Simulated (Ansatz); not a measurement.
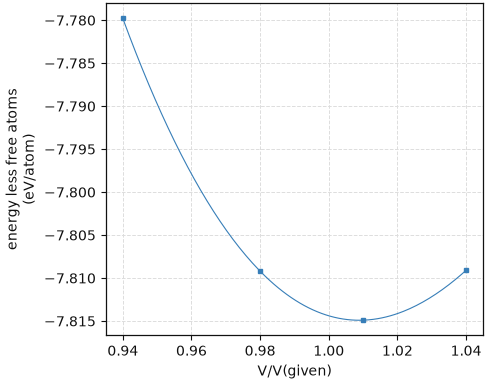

The plot gives the computed energy less free atoms against V/V(given).

Method: periodic Kohn-Sham DFT of a crystal at fixed atoms, scaled to the stated factor times the given cell; pressure positive in compression, energy less spherical unpolarised free atoms (Ansatz 0.2.0). Level: PBE.

**For which of these solids was it computed?**
A. SnS₂, P-3m1 (No. 164), 20.5 Å³/atom
B. BaTiO₃, Pm-3m (No. 221), 12.9 Å³/atom
C. Sn, I4_1/amd (No. 141), 27.0 Å³/atom

B, BaTiO₃: energy less free atoms from −7.8149 eV/atom to −7.7798 eV/atom. The others give: Sn, energy less free atoms from −3.7848 eV/atom to −3.7276 eV/atom; SnS₂, energy less free atoms from −4.3360 eV/atom to −4.1994 eV/atom.

For BaTiO₃, limits of the calculation: no spin-orbit coupling on heavy atoms.

For Sn, limits of the calculation: shape and atomic fractions are frozen while scaling, which makes layered, chain and framework solids too stiff.

For SnS₂, limits of the calculation: the volumes run don't bracket the minimum of the energy, so any equilibrium value is extrapolated; shape and atomic fractions are frozen while scaling, which makes layered, chain and framework solids too stiff.
